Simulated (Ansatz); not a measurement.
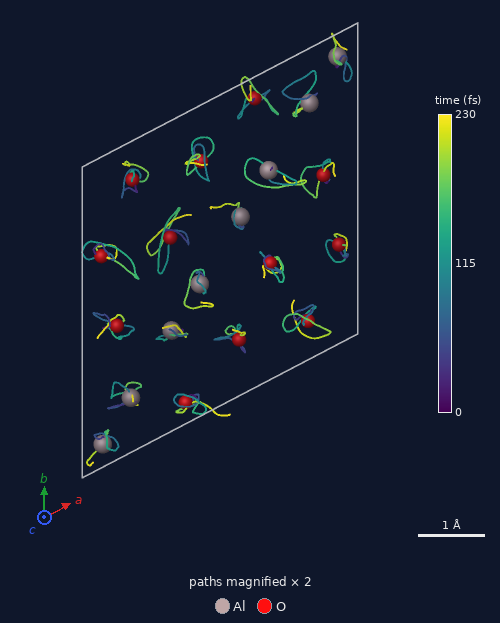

A Born-Oppenheimer molecular dynamics run of a 20-atom cell of Al2O3 (set up in R-3c), 230 fs long. The cell was cut from the crystal with space group R-3c. Lines trace each atom's path, coloured by time; spheres stand at the starting positions. The excursions are magnified 2 times. Seen along the c axis in the reduced simulation cell.

All numbers below come from Ansatz, DFT PBE, scalar-relativistic, plane waves, PAW. Run with plane-wave cutoff 420 eV; k-point mesh 4 × 4 × 4; Fermi-Dirac smearing 0.17 eV; volume 1.1 times that of the relaxed crystal; Langevin thermostat (NVT); set temperature 300 K, then to 2000 K over 230 steps; time step 1 fs; friction 0.02 per fs.

**Describe the motion.**

Root-mean-square distances from the starting positions over the second half, with the common drift of all atoms taken out: Al 0.17 Å, O 0.16 Å. That is small against the typical shortest distance between atoms in the first frame, about 1.9 Å: the atoms vibrate about their sites and the arrangement holds. Under the programmed temperature the kinetic temperature goes from 197 K (first eighth) to 1402 K (last eighth), with a peak of 1591 K. The potential energy in the second half lies on average 136 meV per atom above the first frame.

The run took 41 min on 2 threads of Arm Neoverse V2 (shared host), peak memory 0.89 GiB.

PAW datasets: the set soft_1.
